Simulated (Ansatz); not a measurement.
System: Ti₁₀HO₂₀ (cell with a defect).

The calculation's input:

```
crystal:
  lattice:
    - [-1.8996000593, -5.6988001778, 4.8488720583]
    - [-5.6988001778, 1.8996000593, -4.8488720583]
    - [5.6988001778, -1.8996000593, -4.8488720583]
  atoms:
    - { symbol: Ti, position: [0.4, 0.8, 0.6] }
    - { symbol: Ti, position: [0.0, 0.0, 0.0] }
    - { symbol: Ti, position: [0.2, 0.4, 0.8] }
    - { symbol: Ti, position: [0.8, 0.6, 0.2] }
    - { symbol: Ti, position: [0.6, 0.2, 0.4] }
    - { symbol: Ti, position: [0.5, 0.25, 0.75] }
    - { symbol: Ti, position: [0.1, 0.45, 0.15] }
    - { symbol: Ti, position: [0.3, 0.85, 0.95] }
    - { symbol: Ti, position: [0.9, 0.05, 0.35] }
    - { symbol: Ti, position: [0.7, 0.65, 0.55] }
    - { symbol: O, position: [0.5, 0.043518464, 0.543518464] }
    - { symbol: O, position: [0.1, 0.243518464, 0.943518464] }
    - { symbol: O, position: [0.3, 0.643518464, 0.743518464] }
    - { symbol: O, position: [0.9082452701, 0.8415347296, 0.1499910879], spin: 0.2 }
    - { symbol: O, position: [0.7, 0.443518464, 0.343518464] }
    - { symbol: O, position: [0.4, 0.593518464, 0.393518464] }
    - { symbol: O, position: [0.9994935553, 0.7921069395, 0.8038363839], spin: 0.2 }
    - { symbol: O, position: [0.2, 0.193518464, 0.593518464] }
    - { symbol: O, position: [0.795209079, 0.3949768178, 0.9875298586], spin: 0.2 }
    - { symbol: O, position: [0.6, 0.993518464, 0.193518464] }
    - { symbol: O, position: [0.5, 0.456481536, 0.956481536] }
    - { symbol: O, position: [0.1, 0.656481536, 0.356481536] }
    - { symbol: O, position: [0.3, 0.056481536, 0.156481536] }
    - { symbol: O, position: [0.9, 0.256481536, 0.556481536] }
    - { symbol: O, position: [0.7, 0.856481536, 0.756481536] }
    - { symbol: O, position: [0.8, 0.806481536, 0.406481536] }
    - { symbol: O, position: [0.4, 0.006481536, 0.806481536] }
    - { symbol: O, position: [0.6, 0.406481536, 0.606481536] }
    - { symbol: O, position: [0.1914662902, 0.6127367441, 0.005127669], spin: 0.2 }
    - { symbol: O, position: [0.0, 0.206481536, 0.206481536] }
    - { symbol: H, position: [0.9462818713, 0.633982049, 0.9653351237], spin: 0.2 }
  host:
    lattice:
      - [-1.8996000593, 1.8996000593, 4.8488720583]
      - [1.8996000593, -1.8996000593, 4.8488720583]
      - [1.8996000593, 1.8996000593, -4.8488720583]
    atoms:
      - { symbol: Ti, position: [0.0, 0.0, 0.0] }
      - { symbol: Ti, position: [0.75, 0.25, 0.5] }
      - { symbol: O, position: [0.956481536, 0.456481536, 0.5] }
      - { symbol: O, position: [0.206481536, 0.206481536, 0.0] }
      - { symbol: O, position: [0.543518464, 0.043518464, 0.5] }
      - { symbol: O, position: [0.793518464, 0.793518464, 0.0] }
basis:
  ecutwfc: 420
  xc_grid: 2
kpoints:
  mp_grid: { grid: [2, 2, 2], shift: [0.5, 0.5, 0.5] }
hamiltonian:
  xc: pbe
scf:
  occupations: { method: gaussian, width: 0.02 }
  lower_state_search: "off"
output:
  forces: true
  stress: false
  eigenvalues: true
  populations: true
  charged_corrections:
    defect_position: [0.95, 0.65, 0.96666667]
    epsilon: [[79.0575, 0.0, 0.0], [0.0, 79.0575, 0.0], [0.0, 0.0, 32.9095]]
  write_density: true
  write_potential: true
  elf: true
  volumetric_format: npy
magnetization:
  spin_polarized: true
relax:
  adjacent_minimum: "off"
  f_tol: 0.03
  max_steps: 40
```

Run with:

```sh
ansatz run input.yaml --threads 8 --pin off --max-ram 16384MiB --backend cpu --events-out ev --progress --plain --runs-dir out
```

The fields are those of the run's last geometry, not of the input's.

Spin-polarised.

The calculation used DFT PBE, scalar-relativistic, plane waves, PAW in Ansatz.

**What can the converged valence pseudo-density and electron localisation function tell about the bonding?**

Ti–O (1.98 Å): the density is about 0.68 e/Å³ at the midpoint; the ELF peaks at about 0.80 in the valence shell of O, 0.6 Å from its nucleus, and is about 0.20 at the midpoint (no shared electron pair shows on this line).
Ti–O (2.04 Å): ρ at the midpoint is about 0.58 e/Å³; the ELF peaks at about 0.80 in the valence shell of O, 0.6 Å from its nucleus, and is about 0.20 at the midpoint; no shared electron pair shows on this line.

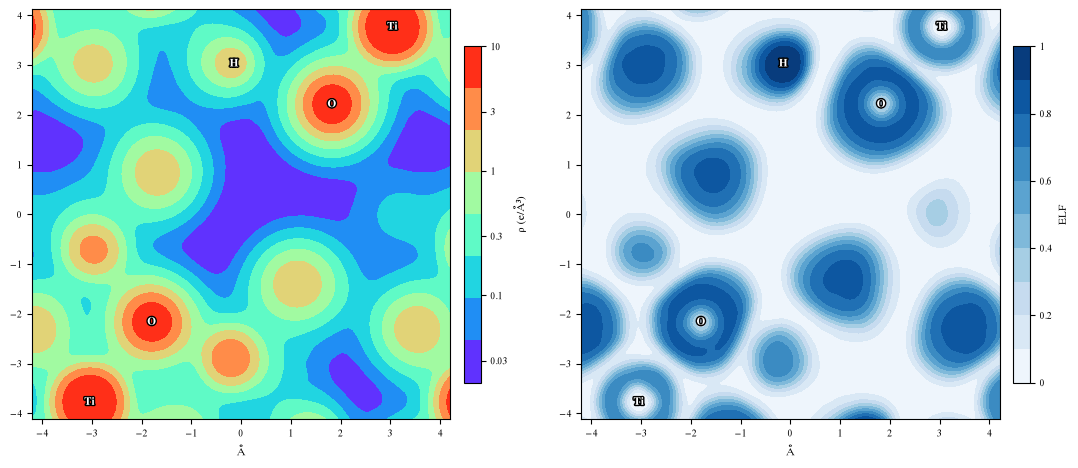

Computed valence pseudo-density and electron localisation function on the (100) plane of the calculation cell, in this order. Atoms just off the plane (Ti, 0.6 Å away and O, 0.6 Å away) can leave unmarked features too.

The density is the valence pseudo-density of a PAW calculation; it isn't the true density close to the nuclei.
